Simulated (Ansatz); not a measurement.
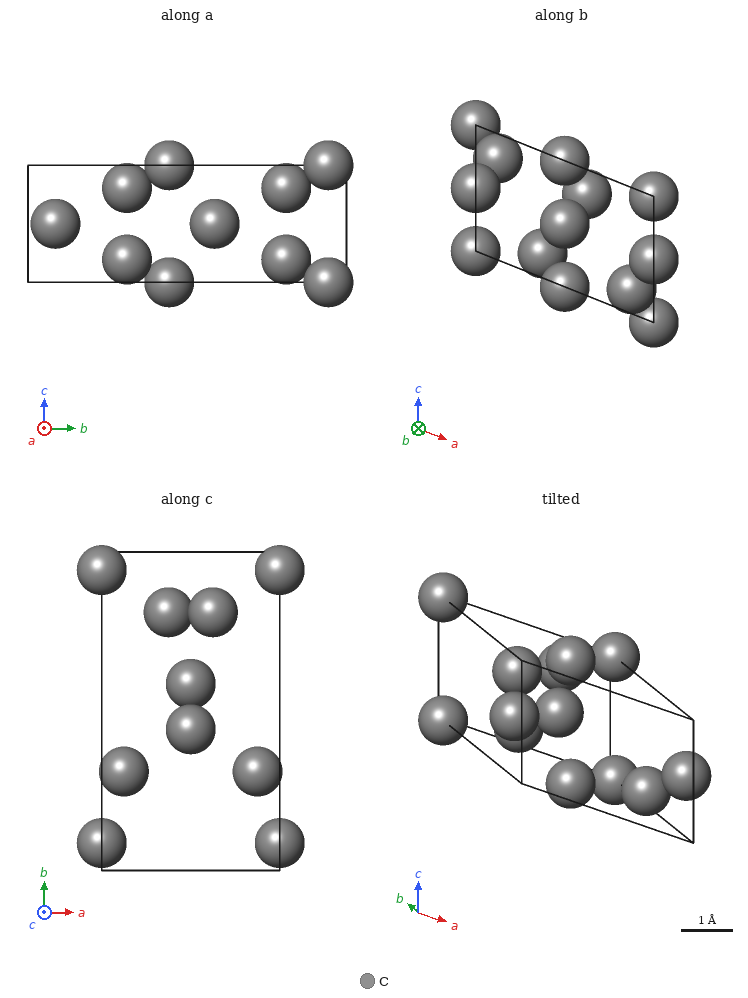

Spheres-only representation of a periodic structure, projected along the a axis, along the b axis, along the c axis and slightly off an axis. The frame is the conventional unit cell; atoms at its boundary are shown with their periodic copies.

Lattice parameters: a = 3.771 Å, b = 6.261 Å, c = 2.479 Å, α = 90.00°, β = 111.87°, γ = 90.00°. Put a along x and b in the xy plane.

> Set out the cell and atoms as a POSCAR file, with free fractional coordinates to two decimals.

```
C
1.0
     3.771    0.000    0.000
     0.000    6.261    0.000
    -0.923    0.000    2.301
C
8
Direct
  0.62 0.81 0.81
  0.50 0.44 0.00
  0.38 0.81 0.19
  0.50 0.59 0.50
  0.12 0.31 0.81
  0.00 0.94 0.00
  0.88 0.31 0.19
  0.00 0.09 0.50
```

The structure was taken from a structure type filled with this element by a generator (whether the element takes this form wasn't checked). Atoms and cell were optimised with Ansatz 0.2.0, DFT PBE, scalar-relativistic, plane waves, PAW.
